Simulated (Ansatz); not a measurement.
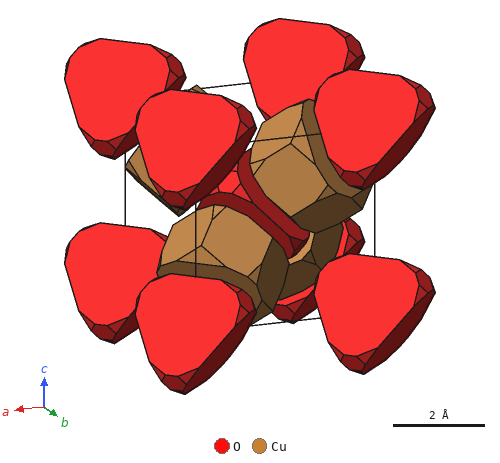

Computed Voronoi cells of the atoms in the unit cell of Cu2O (space group Pn-3m (No. 224), a = 4.252 Å, b = 4.252 Å, c = 4.252 Å, α = 90.00°, β = 90.00°, γ = 90.00°), coloured by the element inside, shrunk a little to part them. The structure is the input geometry of an electronic-structure calculation and need not be at equilibrium.

```csv
site,Wyckoff,x,y,z
O,2a,0.0000,0.0000,0.0000
Cu,4b,0.2500,0.2500,0.2500
```

What share of the volume falls to each element, and how large are the cells?

Cu: 14.2 Å³ per atom, 74 % of the volume; O: 10.1 Å³ per atom, 26 % of the volume. The partition uses no radii, so it reflects positions alone and not ionic sizes.
